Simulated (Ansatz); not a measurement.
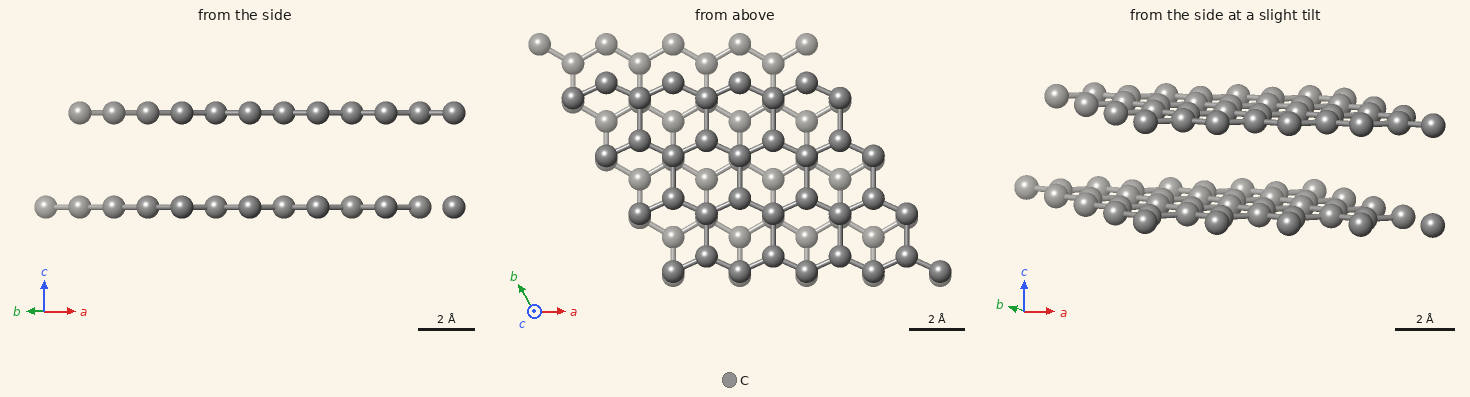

A ball-and-stick picture of a periodic sheet, seen from the side, from above and from the side at a slight tilt. The surface normal points up in side views; the vacuum is left out. 4×4 cells are drawn in the plane, with atoms at the edges repeated.

The cell holds 4 C.

Q: How far does the slab extend along the normal?

A: About 3.4 Å from the lowest to the highest atom.

Q: What layers make up the slab, from top to bottom?

A: Two planes: C / C.

Q: What bonds hold it together?

A: C is coordinated by three C in a distorted trigonal planar arrangement at about 1.3 to 1.6 Å. The bonds build C layers parallel to the surface.

Source of the structure: a structure listed in the Materials Project. The cell was then strained or its atoms displaced on purpose. It went into a calculation with Ansatz.

At this level of theory the run's own cell isn't at rest (forces up to 6.7 eV/Å), so its distances can differ from those at equilibrium, the more so the softer the solid.
